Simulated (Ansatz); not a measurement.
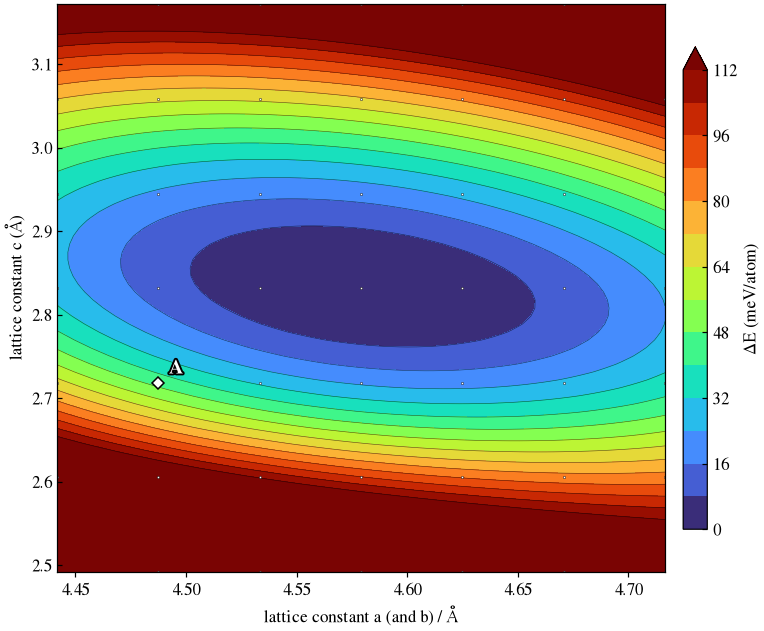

Ti (P6/mmm, No. 191; 3 atoms in the cell). The energy is mapped over the lattice constants a and c of the conventional cell. First axis: lattice constant a (and b). Second axis: lattice constant c. Nothing is relaxed (symmetry fixes all fractional coordinates). Grid: 7 × 7 points. All energies are given in meV/atom relative to the lowest grid point. Method: Ansatz, DFT PBE, scalar-relativistic, plane waves, PAW. Settings: cutoff 520 eV, k-mesh 12×12×14 in the order of the run's cell vectors, gaussian smearing 0.15 eV, no spin polarisation.

The picture shows filled contours, dots at the grid points, one colour for all values above the top of the scale, the point A. Between grid points the surface is interpolated.

Which way does the force act at A, and how strong is it?

Answer. A, at lattice constant a (and b) = 4.487 Å, lattice constant c = 2.719 Å, is not a stationary point. The computed force is 390 meV/atom for each Å towards larger values of lattice constant a (and b) and 510 meV/atom for each Å towards larger values of lattice constant c.

PAW datasets: the set soft_1.
